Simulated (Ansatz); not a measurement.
The calculation's input:

```
crystal:
  lattice:
    - [0.0, 2.5575, 2.5575]
    - [2.5575, 0.0, 2.5575]
    - [2.5575, 2.5575, 0.0]
  atoms:
    - { symbol: Hf, position: [0.0, 0.0, 0.0] }
    - { symbol: O, position: [0.75, 0.75, 0.75] }
    - { symbol: O, position: [0.25, 0.25, 0.25] }
hamiltonian:
  xc: b3lyp
  pseudopotentials: { kind: paw }
kpoints:
  mp_grid: { grid: [5, 5, 5] }
scf:
  occupations: { method: fermi_dirac, width: 0.05 }
output:
  forces: true
  stress: true
  write_density: true
  write_potential: true
  elf: true
  volumetric_format: npy
relax:
  f_tol: 0.01
  max_steps: 40
  cell: { stress_tol: 0.05 }
```

Command:

```sh
ansatz run input.yaml --threads 2 --pin off --max-ram 5632MiB --backend cpu --events-out ev --progress --plain --runs-dir out
```

Below, planes, directions and counts refer to the conventional cell (a = 5.10 Å, b = 5.10 Å, c = 5.10 Å, α = 90.00°, β = 90.00°, γ = 90.00°).

The fields are those of the relaxed geometry.

Space group Fm-3m.

These are results of Kohn-Sham DFT of a periodic cell, B3LYP, Ansatz PAW in Ansatz, not measurements.

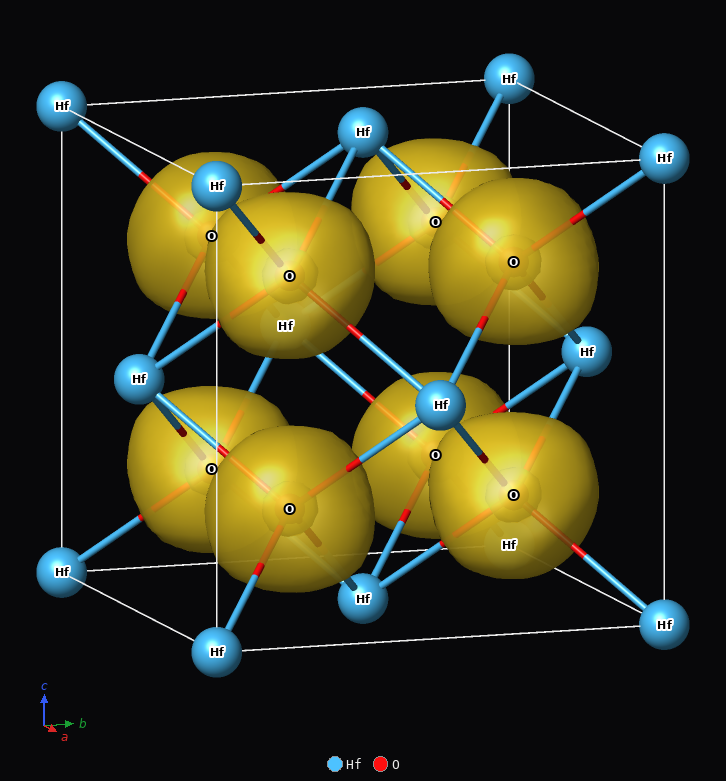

HfO2. Isosurface of the electron localisation function at 0.6 (yellow), seen slightly off an axis. Only the valence region is drawn (cores and ρ < 0.01 e/Å³ removed). Sticks mark near contacts.

Core electrons are frozen (PAW), and the valence fields are smoothed inside the atomic spheres.

Question: Where are the electrons localised?

Answer: At this value the surface marks out eight regions wrapped around O (the valence shell of each), counted in one cell of 12 atoms. Regions shared between cells count once.

Values along the shortest contacts:
Hf–O (2.21 Å): the ELF peaks at about 0.85 in the valence shell of O, 0.6 Å from its nucleus, and drops to about 0.15 between the two atoms; no shared electron pair shows on this line.
